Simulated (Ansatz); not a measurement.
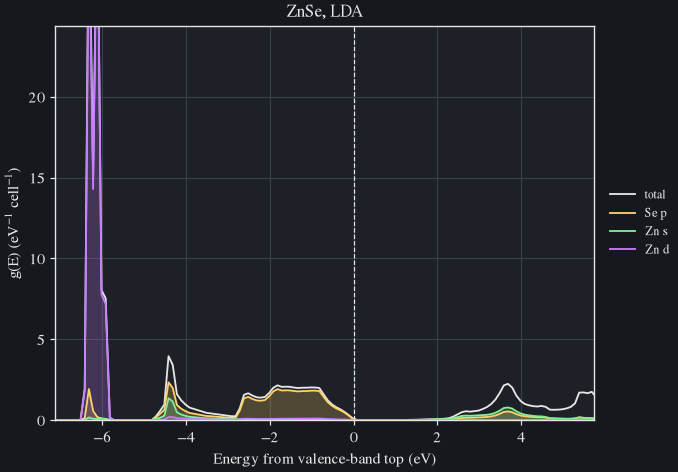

Density of states. Energies are counted from the top of the valence band. The partial curves are projected on Löwdin-orthogonalised atomic shells; they sum to less than the total at higher energies, where shells that weren't projected contribute.

The Ansatz input:

```yaml
crystal:
  lattice: { a: 5.81487581, b: 5.81487581, c: 5.81487581, alpha: 90.0, beta: 90.0, gamma: 90.0 }
  space_group: 216
  reduce_to_primitive: true
  atoms:
    - { symbol: Se, wyckoff: "4c", position: [0.25, 0.25, 0.25], spin: 0.5 }
    - { symbol: Zn, wyckoff: "4a", position: [0.0, 0.0, 0.0] }
hamiltonian:
  xc: lda
  pseudopotentials: { kind: paw }
magnetization:
  spin_polarized: true
kpoints:
  mp_grid: { grid: [8, 8, 8] }
scf:
  occupations: { method: fermi_dirac, width: 0.025 }
  n_extra_bands: 6
output:
  forces: true
  stress: true
  eigenvalues: true
  dos: { projected: true, de: 0.05, nscf_kmesh: { grid: [12, 12, 12] } }
  write_density: true
  write_potential: true
  elf: true
  volumetric_format: npy
```

System: zincblende ZnSe, space group F-43m (No. 216), 2 atoms in the primitive cell, volume scaled by a factor 1.08.

Level of theory: LDA, Ansatz PAW, collinear spin, ferromagnetic start that ends with little or no moment, no spin-orbit coupling, 8×8×8 k mesh in the self-consistent step, 420 eV cutoff, Fermi-Dirac smearing of 0.025 eV; code Ansatz.

> Metal or insulator, going by the density of states?

There is a gap; over the k points computed it is 0.74 eV.

> Where is the centre of the Zn d band?

Over the range shown, the centre of the Zn d weight lies 6.1 eV below the valence-band top, and the shell is essentially full.

> Which states form the top of the valence band?

By projected weight, the top eV of the valence band is Se p almost alone.

The density of states comes from the program's own step for it, whose mesh and broadening can differ from those of the self-consistent step. Spin-orbit coupling is left out, which matters for Se. The PAW data sets were made with another functional. LDA, GGA and most meta-GGA functionals understate gaps. The cell is at −7 GPa in this functional.
